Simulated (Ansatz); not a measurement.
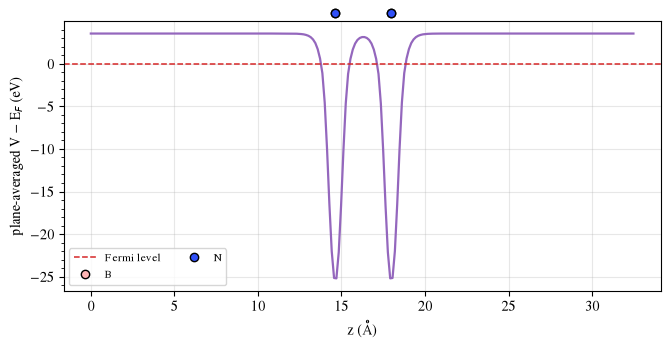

Figure 1: BN (slab). Plane average of the electrostatic potential energy of an electron across the slab. Circles mark the heights of the atoms.

Level of theory: DFT r2SCAN, scalar-relativistic, plane waves, PAW (Ansatz).

Core electrons are frozen (PAW), and the valence fields are smoothed inside the atomic spheres.

### How far above the Fermi level of the calculation is the vacuum level?

3.6 eV. The slab has a gap, so the Fermi level lies inside it and this isn't a work function in the metallic sense.

### How thick is the slab, and how wide the vacuum?

The outermost nuclei are 3.4 Å apart, in 2 atomic planes; the vacuum between periodic images is 29.3 Å wide.
